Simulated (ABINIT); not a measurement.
## Phonon bands calculation of P (part 2 of 4)

P (R-3m, 2 atoms in the cell); Kohn-Sham DFT of a periodic cell, PBEsol, PseudoDojo NC SR PBEsol v0.4.1 standard, no spin polarisation (ABINIT 10.8.3); cutoff 598.65 eV, 6×6×6 k-mesh, fermi-dirac of 0.05 eV. The structure derives from a Materials Project entry.

Geometry of the input (Å; fractional positions):
```
1.7197  0.9929  2.9736
-1.7197  0.9929  2.9736
0.0000  -1.9858  2.9736
P  0.7679  0.7679  0.7679
P  0.2321  0.2321  0.2321
```

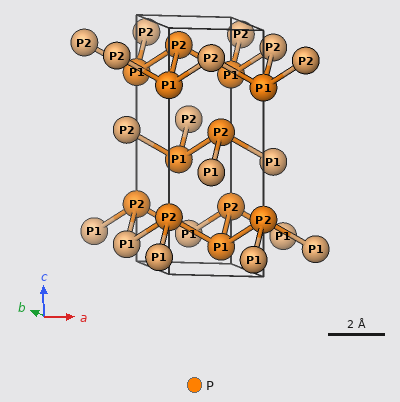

*The input geometry (ball-and-stick view of the cell 3 times as large as that of the calculation, set on its symmetry axes, seen slightly off an axis; neighbours outside the cell are drawn fainter; atoms are numbered from 1 in the order of the input). An atom can appear more than once, as a periodic image.*

### Log, continued
```
--- !EnergyTerms
iteration_state     : {dtset: 1, }
comment             : Components of total free energy in Hartree
kinetic             :  5.10210826179111E+00
hartree             :  5.13168190315921E-01
xc                  : -4.12552499294782E+00
Ewald energy        : -1.50427551953847E+01
psp_core            :  7.11381941796619E-01
local_psp           : -3.08219601937404E+00
non_local_psp       :  2.07868927794202E+00
internal            : -1.38451285358609E+01
'-kT*entropy'       : -1.46865479446707E-04
total_energy        : -1.38452754013403E+01
total_energy_eV     : -3.76749136627852E+02
band_energy         :  6.04997543158195E-01
...

 Cartesian components of stress tensor (hartree/bohr^3)
  sigma(1 1)=  2.18190296E-05  sigma(3 2)= -3.64063665E-12
  sigma(2 2)=  2.18190512E-05  sigma(3 1)=  0.00000000E+00
  sigma(3 3)= -2.17134349E-05  sigma(2 1)=  0.00000000E+00

-Cartesian components of stress tensor (GPa)         [Pressure= -2.1502E-01 GPa]
- sigma(1 1)=  6.41938013E-01  sigma(3 2)= -1.07111228E-07
- sigma(2 2)=  6.41938649E-01  sigma(3 1)=  0.00000000E+00
- sigma(3 3)= -6.38831310E-01  sigma(2 1)=  0.00000000E+00

================================================================================
== DATASET  2 ==================================================================

--- !DatasetInfo
iteration_state: {dtset: 2, }
dimensions: {natom: 2, nkpt: 112, mband: 13, nsppol: 1, nspinor: 1, nspden: 1, mpw: 1026, }
cutoff_energies: {ecut:  22.0, pawecutdg:  -1.0, }
electrons: {nelect:   1.00000000E+01, charge:   0.00000000E+00, occopt:   3.00000000E+00, tsmear:   1.83747000E-03, }
meta: {optdriver: 1, rfphon: 1, }
...

 mkfilename : getwfk/=0, take file _WFK from output of DATASET   1.

 Real(R)+Recip(G) space primitive vectors, cartesian coordinates (Bohr,Bohr^-1):
 R(1)=  3.2497909  1.8762676  5.6191976  G(1)=  0.1538561  0.0888288  0.0593205
 R(2)= -3.2497909  1.8762676  5.6191976  G(2)= -0.1538561  0.0888288  0.0593205
 R(3)=  0.0000000 -3.7525353  5.6191976  G(3)=  0.0000000 -0.1776577  0.0593205
 Unit cell volume ucvol=  2.0557759E+02 bohr^3
 Angles (23,13,12)=  5.74952602E+01  5.74952602E+01  5.74952603E+01 degrees
 setup1 : take into account q-point for computing boxcut.

 getcut: wavevector=  0.0000  0.0000  0.0000  ngfft=  30  30  30
         ecut(hartree)=     22.000   => boxcut(ratio)=   2.10280
--------------------------------------------------------------------------------

 ==>  initialize data related to q vector <==

 The list of irreducible perturbations for this q vector is:
    1)    idir= 1    ipert=   1

================================================================================

 The perturbation idir=   2  ipert=   1 is
 symmetric of a previously calculated perturbation.
 So, its SCF calculation is not needed.

 The perturbation idir=   3  ipert=   1 is
 symmetric of a previously calculated perturbation.
 So, its SCF calculation is not needed.

 The perturbation idir=   1  ipert=   2 is
 symmetric of a previously calculated perturbation.
 So, its SCF calculation is not needed.

 The perturbation idir=   2  ipert=   2 is
 symmetric of a previously calculated perturbation.
 So, its SCF calculation is not needed.

 The perturbation idir=   3  ipert=   2 is
 symmetric of a previously calculated perturbation.
 So, its SCF calculation is not needed.

--------------------------------------------------------------------------------
 Perturbation wavevector (in red.coord.)   0.000000  0.000000  0.000000
 Perturbation : displacement of atom   1   along direction   1
 Found     2 symmetries that leave the perturbation invariant.
 symkpt : the number of k-points, thanks to the symmetries,
 is reduced to    68 .

--------------------------------------------------------------------------------

--------------------------------------------------------------------------------

 dfpt_looppert : total number of electrons, from k and k+q
  fully or partially occupied states are    1.000000E+01 and    1.000000E+01.
 Initialisation of the first-order wave-functions :
  ireadwf=   0

--- !BeginCycle
iteration_state: {dtset: 2, }
solver: {iscf: 7, nstep: 80, nline: 4, wfoptalg: 0, }
tolerances: {tolvrs: 1.00E-09, }
...

     iter   2DEtotal(Ha)        deltaE(Ha) residm    vres2
-ETOT  1   2.4057075977404     -1.539E+02 2.087E+00 8.034E+01
 ETOT  2   2.3169024219955     -8.881E-02 6.132E-01 3.382E+00
 ETOT  3   2.3154476774821     -1.455E-03 9.324E-02 1.957E-01
 ETOT  4   2.3153612541485     -8.642E-05 1.308E-01 1.625E-02
 ETOT  5   2.3153528901159     -8.364E-06 2.016E-02 8.207E-04
 ETOT  6   2.3153524705771     -4.195E-07 3.036E-02 7.083E-06
 ETOT  7   2.3153524679413     -2.636E-09 4.690E-03 2.132E-07
 ETOT  8   2.3153524678528     -8.851E-11 7.424E-03 3.818E-09
 ETOT  9   2.3153524678518     -9.948E-13 1.130E-03 4.548E-11

 At SCF step    9       vres2   =  4.55E-11 < tolvrs=  1.00E-09 =>converged.
================================================================================

 ----iterations are completed or convergence reached----

 Mean square residual over all n,k,spin=   15.102E-07; max=  11.296E-04

 2DEtotal=    0.2315352468E+01 Ha. Also 2DEtotal=    0.630039502983E+02 eV
    (2DErelax=   -1.5394427032E+02 Ha. 2DEnonrelax=    1.5625962278E+02 Ha)
    (  non-var. 2DEtotal :    2.3153522565E+00 Ha)

================================================================================

 ---- first-order wavefunction calculations are completed ----

 ==> Compute Derivative Database <==

  Dynamical matrix, in cartesian coordinates,
   if specified in the inputs, asr has been imposed
     j1       j2             matrix element
  dir pert dir pert     real part    imaginary part

   1    1   1    1         0.0305076245         0.0000000000
   1    1   1    2        -0.0305076245        -0.0000000000

   2    1   2    1         0.0305076190         0.0000000000
   2    1   2    2        -0.0305076190        -0.0000000000

   3    1   3    1         0.0597228598         0.0000000000
   3    1   3    2        -0.0597228598        -0.0000000000

   1    2   1    1        -0.0305076245         0.0000000000
   1    2   1    2         0.0305076245        -0.0000000000

   2    2   2    1        -0.0305076190         0.0000000000
   2    2   2    2         0.0305076190        -0.0000000000

   3    2   3    1        -0.0597228598         0.0000000000
   3    2   3    2         0.0597228598        -0.0000000000

  Phonon wavevector (reduced coordinates) :  0.00000  0.00000  0.00000
 Phonon energies in Hartree :
   0.000000E+00  0.000000E+00  0.000000E+00  1.039542E-03  1.039542E-03
   1.454482E-03
 Phonon frequencies in cm-1    :
   0.000000E+00  0.000000E+00  0.000000E+00  2.281531E+02  2.281532E+02
   3.192218E+02

================================================================================
== DATASET  3 ==================================================================

--- !DatasetInfo
iteration_state: {dtset: 3, }
dimensions: {natom: 2, nkpt: 216, mband: 13, nsppol: 1, nspinor: 1, nspden: 1, mpw: 1026, }
cutoff_energies: {ecut:  22.0, pawecutdg:  -1.0, }
electrons: {nelect:   1.00000000E+01, charge:   0.00000000E+00, occopt:   3.00000000E+00, tsmear:   1.83747000E-03, }
meta: {optdriver: 1, rfphon: 1, }
...

 mkfilename : getwfk/=0, take file _WFK from output of DATASET   1.

 Real(R)+Recip(G) space primitive vectors, cartesian coordinates (Bohr,Bohr^-1):
 R(1)=  3.2497909  1.8762676  5.6191976  G(1)=  0.1538561  0.0888288  0.0593205
 R(2)= -3.2497909  1.8762676  5.6191976  G(2)= -0.1538561  0.0888288  0.0593205
 R(3)=  0.0000000 -3.7525353  5.6191976  G(3)=  0.0000000 -0.1776577  0.0593205
 Unit cell volume ucvol=  2.0557759E+02 bohr^3
 Angles (23,13,12)=  5.74952602E+01  5.74952602E+01  5.74952603E+01 degrees
 setup1 : take into account q-point for computing boxcut.

 getcut: wavevector=  0.5000  0.0000  0.0000  ngfft=  30  30  30
         ecut(hartree)=     22.000   => boxcut(ratio)=   2.03311
--------------------------------------------------------------------------------

 ==>  initialize data related to q vector <==

 The list of irreducible perturbations for this q vector is:
    1)    idir= 1    ipert=   1
    2)    idir= 2    ipert=   1

================================================================================

 The perturbation idir=   3  ipert=   1 is
 symmetric of a previously calculated perturbation.
 So, its SCF calculation is not needed.

 The perturbation idir=   1  ipert=   2 is
 symmetric of a previously calculated perturbation.
 So, its SCF calculation is not needed.

 The perturbation idir=   2  ipert=   2 is
 symmetric of a previously calculated perturbation.
 So, its SCF calculation is not needed.

 The perturbation idir=   3  ipert=   2 is
 symmetric of a previously calculated perturbation.
 So, its SCF calculation is not needed.

--------------------------------------------------------------------------------
 Perturbation wavevector (in red.coord.)   0.500000  0.000000  0.000000
 Perturbation : displacement of atom   1   along direction   1
 Found     2 symmetries that leave the perturbation invariant.
 symkpt : the number of k-points, thanks to the symmetries,
 is reduced to   126 .

--------------------------------------------------------------------------------

--------------------------------------------------------------------------------

 dfpt_looppert : total number of electrons, from k and k+q
  fully or partially occupied states are    1.000000E+01 and    1.000000E+01.
 Initialisation of the first-order wave-functions :
  ireadwf=   0

--- !BeginCycle
iteration_state: {dtset: 3, }
solver: {iscf: 7, nstep: 80, nline: 4, wfoptalg: 0, }
tolerances: {tolvrs: 1.00E-09, }
...

     iter   2DEtotal(Ha)        deltaE(Ha) residm    vres2
-ETOT  1   4.7627100555272     -1.904E+02 6.690E+00 1.151E+03
 ETOT  2   4.4959207168446     -2.668E-01 8.241E-01 1.710E+02
 ETOT  3   4.4598178220290     -3.610E-02 6.873E-01 4.516E+00
 ETOT  4   4.4589990879623     -8.187E-04 3.860E-01 2.088E-02
 ETOT  5   4.4589917442433     -7.344E-06 4.555E-01 1.081E-02
 ETOT  6   4.4589898437146     -1.901E-06 3.472E-01 4.549E-04
 ETOT  7   4.4589897468432     -9.687E-08 3.730E-01 2.250E-06
 ETOT  8   4.4589897463704     -4.728E-10 3.043E-01 7.395E-08
 ETOT  9   4.4589897463537     -1.668E-11 3.109E-01 7.606E-10

 At SCF step    9       vres2   =  7.61E-10 < tolvrs=  1.00E-09 =>converged.
================================================================================

 ----iterations are completed or convergence reached----

 Mean square residual over all n,k,spin=   22.588E-05; max=  31.090E-02

 2DEtotal=    0.4458989746E+01 Ha. Also 2DEtotal=    0.121335292255E+03 eV
    (2DErelax=   -1.9065704300E+02 Ha. 2DEnonrelax=    1.9511603275E+02 Ha)
    (  non-var. 2DEtotal :    4.4589882105E+00 Ha)

--------------------------------------------------------------------------------
 Perturbation wavevector (in red.coord.)   0.500000  0.000000  0.000000
 Perturbation : displacement of atom   1   along direction   2
 The set of symmetries contains only one element for this perturbation.
 symkpt : not enough symmetry to change the number of k points.

--------------------------------------------------------------------------------

--------------------------------------------------------------------------------

 dfpt_looppert : total number of electrons, from k and k+q
  fully or partially occupied states are    1.000000E+01 and    1.000000E+01.
 Initialisation of the first-order wave-functions :
  ireadwf=   0

--- !BeginCycle
iteration_state: {dtset: 3, }
solver: {iscf: 7, nstep: 80, nline: 4, wfoptalg: 0, }
tolerances: {tolvrs: 1.00E-09, }
...

     iter   2DEtotal(Ha)        deltaE(Ha) residm    vres2
-ETOT  1   3.9037281228357     -1.554E+02 1.443E+01 1.090E+03
 ETOT  2   3.6529472007251     -2.508E-01 3.451E+00 2.307E+02
 ETOT  3   3.6058900277034     -4.706E-02 8.764E+00 3.927E+00
 ETOT  4   3.6050773048910     -8.127E-04 1.323E+00 6.164E-02
 ETOT  5   3.6050632574881     -1.405E-05 5.908E+00 4.007E-03
 ETOT  6   3.6050624458441     -8.116E-07 9.024E-01 9.006E-05
 ETOT  7   3.6050624265519     -1.929E-08 4.283E+00 4.514E-07
 ETOT  8   3.6050624264539     -9.791E-11 8.014E-01 1.598E-08
 ETOT  9   3.6050624264502     -3.723E-12 3.112E+00 1.043E-09
 ETOT 10   3.6050624264496     -5.684E-13 7.086E-01 5.693E-12

 At SCF step   10       vres2   =  5.69E-12 < tolvrs=  1.00E-09 =>converged.
================================================================================

 ----iterations are completed or convergence reached----

 Mean square residual over all n,k,spin=   74.839E-05; max=  70.863E-02

 2DEtotal=    0.3605062426E+01 Ha. Also 2DEtotal=    0.980987461270E+02 eV
    (2DErelax=   -1.5572933976E+02 Ha. 2DEnonrelax=    1.5933440219E+02 Ha)
    (  non-var. 2DEtotal :    3.6050624458E+00 Ha)

================================================================================

 ---- first-order wavefunction calculations are completed ----

 ==> Compute Derivative Database <==

  Dynamical matrix, in cartesian coordinates,
   if specified in the inputs, asr has been imposed
     j1       j2             matrix element
  dir pert dir pert     real part    imaginary part

   1    1   1    1         0.1004968928        -0.0000000022
   1    1   2    1         0.0084294412        -0.0000000013
   1    1   3    1         0.0088758337         0.0000000091
   1    1   1    2         0.0239110292         0.0000000000
   1    1   2    2        -0.0124690017        -0.0000000000
   1    1   3    2         0.0318836459         0.0000001147

   2    1   1    1         0.0084294412        -0.0000000013
   2    1   2    1         0.0907634112        -0.0000000007
   2    1   3    1         0.0051244689         0.0000000052
   2    1   1    2        -0.0124690017        -0.0000000000
   2    1   2    2         0.0383089939         0.0000000000
   2    1   3    2         0.0184080326         0.0000000662

   3    1   1    1         0.0088757876        -0.0000000082
   3    1   2    1         0.0051244423        -0.0000000048
   3    1   3    1         0.0805401589         0.0000000007
   3    1   1    2         0.0318836459        -0.0000001147
   3    1   2    2         0.0184080326        -0.0000000662
   3    1   3    2         0.0203115466         0.0000000000

   1    2   1    1         0.0239110292         0.0000000000
   1    2   2    1        -0.0124690017        -0.0000000000
   1    2   3    1         0.0318836459         0.0000001147
   1    2   1    2         0.1004968928        -0.0000000022
   1    2   2    2         0.0084294412        -0.0000000013
   1    2   3    2         0.0088758337         0.0000000091

   2    2   1    1        -0.0124690017        -0.0000000000
   2    2   2    1         0.0383089939         0.0000000000
   2    2   3    1         0.0184080326         0.0000000662
   2    2   1    2         0.0084294412        -0.0000000013
   2    2   2    2         0.0907634112        -0.0000000007
   2    2   3    2         0.0051244689         0.0000000052

   3    2   1    1         0.0318836459        -0.0000001147
   3    2   2    1         0.0184080326        -0.0000000662
   3    2   3    1         0.0203115466         0.0000000000
   3    2   1    2         0.0088757876        -0.0000000082
   3    2   2    2         0.0051244423        -0.0000000048
   3    2   3    2         0.0805401589         0.0000000007

  Phonon wavevector (reduced coordinates) :  0.50000  0.00000  0.00000
 Phonon energies in Hartree :
   8.457712E-04  8.858849E-04  1.058134E-03  1.360898E-03  1.525557E-03
   1.681858E-03
 Phonon frequencies in cm-1    :
   1.856253E+02  1.944293E+02  2.322335E+02  2.986825E+02  3.348210E+02
   3.691251E+02

================================================================================
== DATASET  4 ==================================================================

--- !DatasetInfo
iteration_state: {dtset: 4, }
dimensions: {natom: 2, nkpt: 216, mband: 13, nsppol: 1, nspinor: 1, nspden: 1, mpw: 1026, }
cutoff_energies: {ecut:  22.0, pawecutdg:  -1.0, }
electrons: {nelect:   1.00000000E+01, charge:   0.00000000E+00, occopt:   3.00000000E+00, tsmear:   1.83747000E-03, }
meta: {optdriver: 1, rfphon: 1, }
...

 mkfilename : getwfk/=0, take file _WFK from output of DATASET   1.

 Real(R)+Recip(G) space primitive vectors, cartesian coordinates (Bohr,Bohr^-1):
 R(1)=  3.2497909  1.8762676  5.6191976  G(1)=  0.1538561  0.0888288  0.0593205
 R(2)= -3.2497909  1.8762676  5.6191976  G(2)= -0.1538561  0.0888288  0.0593205
 R(3)=  0.0000000 -3.7525353  5.6191976  G(3)=  0.0000000 -0.1776577  0.0593205
 Unit cell volume ucvol=  2.0557759E+02 bohr^3
 Angles (23,13,12)=  5.74952602E+01  5.74952602E+01  5.74952603E+01 degrees
 setup1 : take into account q-point for computing boxcut.

 getcut: wavevector=  0.5000  0.5000  0.0000  ngfft=  30  30  30
         ecut(hartree)=     22.000   => boxcut(ratio)=   2.03400
--------------------------------------------------------------------------------
```
